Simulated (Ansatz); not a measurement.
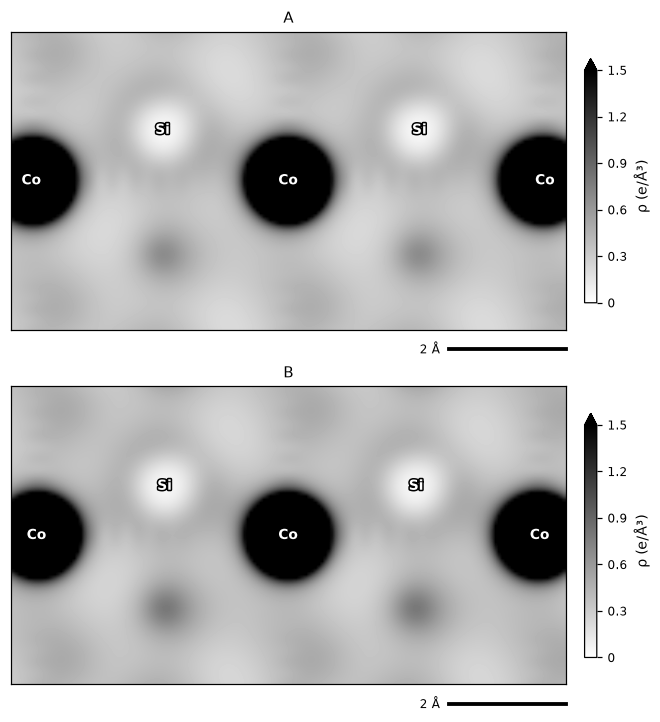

CoSi. The valence electron density of two cells that differ in size, on the (010) plane of each (indices in the axes of the calculation cell), at one length scale and on one colour scale: A has 10.5 Å³ an atom and B 9.9.

Space group P2₁3; computed without spin polarisation.

Method: Ansatz, DFT PBEsol, scalar-relativistic, plane waves, PAW.

In a PAW calculation such maps are meaningful between the atoms, not at the nuclei.

The larger cell:

```
Co Si
1.0
     4.38583    0.00000    0.00000
     0.00000    4.38583    0.00000
     0.00000    0.00000    4.38583
Co Si
4 4
Direct
  0.14564 0.14564 0.14564
  0.35436 0.85436 0.64564
  0.64564 0.35436 0.85436
  0.85436 0.64564 0.35436
  0.84333 0.84333 0.84333
  0.65667 0.15667 0.34333
  0.34333 0.65667 0.15667
  0.15667 0.34333 0.65667
```

The smaller cell: a = 4.296 Å, b = 4.296 Å, c = 4.296 Å, α = 90.00°, β = 90.00°, γ = 90.00°.

> What changes from the larger cell to the smaller?

From the larger cell to the smaller, Co–Si goes from 2.31 to 2.27 Å, and the density at its midpoint from 0.49 to 0.52 e/Å³; the pressure goes from 0.0 to 17 GPa.
